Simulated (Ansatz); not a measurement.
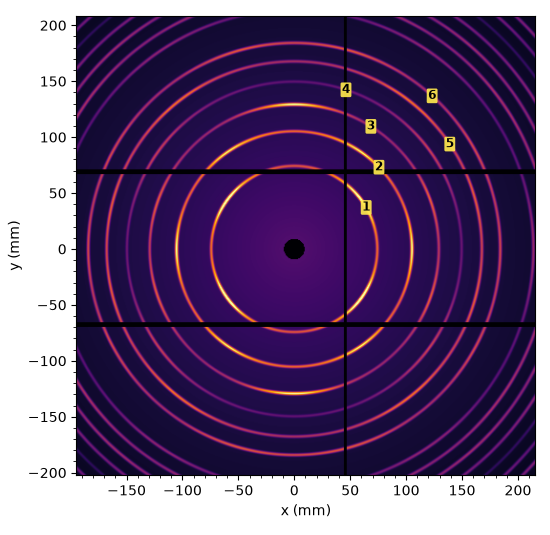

Simulated X-ray powder rings on a flat area detector normal to the beam: λ = 0.2066 Å, sample-to-detector distance 900 mm, axes in mm from the beam centre, for a sample with fibre texture (March–Dollase model, fibre axis vertical in the picture). Kinematic intensities with B = 0.3 Å² for all atoms, without absorption; brightness goes as intensity to the power 0.4, clipped at the top. Reflections closer than the ring width show as one ring.

The sample is Ru, space group Pm-3m, a = 2.511 Å, b = 2.511 Å, c = 2.511 Å, α = 90.00°, β = 90.00°, γ = 90.00°. It is based on coordinates from a relaxation with DFT, PBE, plane waves (420 eV) with PAW, scalar-relativistic in Ansatz 0.2.0; the starting structure was generated, so it need not be a known form of this composition.

Give radius, d-spacing and indices of the numbered rings.

| ring | radius | 2θ (°) | d (Å) | hkl |
| --- | --- | --- | --- | --- |
| 1 | 74.2 mm | 4.72 | 2.51 | 100 |
| 2 | 105.3 mm | 6.67 | 1.776 | 110 |
| 3 | 129.2 mm | 8.17 | 1.450 | 111 |
| 4 | 149.6 mm | 9.44 | 1.255 | 200 |
| 5 | 167.7 mm | 10.56 | 1.123 | 210 |
| 6 | 184.2 mm | 11.57 | 1.025 | 211 |

Which lattice planes lie preferentially normal to the fibre axis?

The (1 1 1) planes: ring 3 is concentrated at the top and bottom of the pattern (March parameter 0.35).
